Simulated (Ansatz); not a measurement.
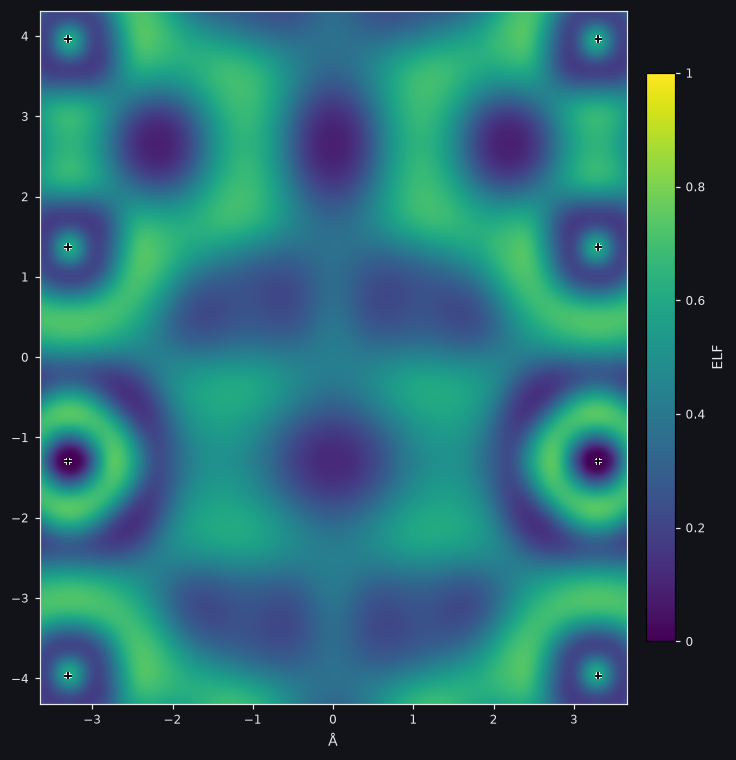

The electron localisation function on a plane through atoms (crosses mark nuclei in the plane).

All numbers below come from Ansatz 0.2.0, DFT r2SCAN, scalar-relativistic, plane waves, PAW.

Candidates:
A. AlRu (slab), a = 2.98 Å, b = 4.22 Å, c = 25.55 Å, α = 90.00°, β = 90.00°, γ = 90.00°. Computed without spin polarisation.
B. Si₂W, a = 4.58 Å, b = 4.58 Å, c = 6.61 Å, α = 90.00°, β = 90.00°, γ = 120.00°. Space group P6₂22; a structure from a database of computed crystals, not necessarily the ambient phase.

Question: Which candidate gave the map?

Answer: Candidate B: Si₂W on the (110) plane of the conventional cell, which holds Si and W.
